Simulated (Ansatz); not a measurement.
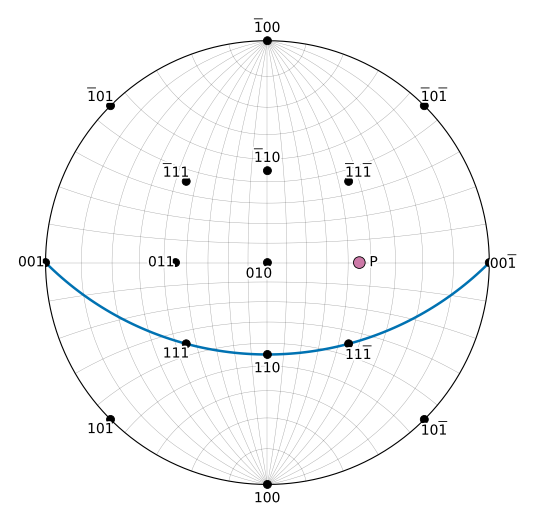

Crystal: W, the end point of a relaxation with DFT PBE, scalar-relativistic, plane waves, PAW (Ansatz); the starting structure was generated, so it need not be a known form of this composition. Stereographic projection of plane normals (upper hemisphere) centred on (0 1 0). Symmetry computed with spglib at a tolerance of 0.002 Å; standard conventional cell.

a = 3.184 Å, b = 3.184 Å, c = 3.184 Å, α = 90.00°, β = 90.00°, γ = 90.00°.

Q: Index the pole marked P.

A: P is (0 1 −1), 45.0° from the centre.

Q: Which zone does the coloured great circle trace?

A: The zone [1 −1 0]: its poles satisfy h − k = 0.

Q: What is the angle between the normals of (1 0 0) and (0 0 −1), and what are their d_hkl = 1/|g|?

A: 90.0°; d = 3.184 Å and 3.184 Å.
